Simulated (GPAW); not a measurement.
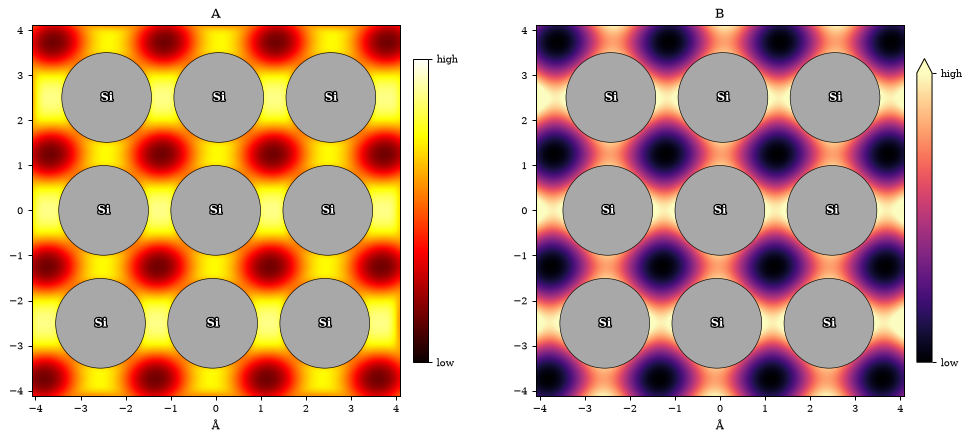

Si: 2 fields on the (001) plane of the conventional cell, with unlabelled colour scales. Grey discs cover the atomic cores.

Space group P-1; a structure from a database of computed crystals, not necessarily the ambient phase; computed pressure about 4 GPa in this cell.

Level of theory: Kohn-Sham DFT of a periodic cell, PBE, GPAW PAW data sets (gpaw-data 1.2.1) in GPAW.

```
CELL_PARAMETERS angstrom
-0.00727 0.04195 2.48776
1.25583 2.16952 0.03507
-1.40715 2.25901 0.04190
ATOMIC_POSITIONS crystal
Si 0.00000 0.00000 0.00000
```

> The panels show electron localisation function and valence pseudo-density in some order. Assign them.

Panel A: electron localisation function. Panel B: valence pseudo-density. From the grid: Si–Si (2.51 Å): ρ at the midpoint is about 0.39 e/Å³; the ELF peaks at about 0.75 between the atoms.
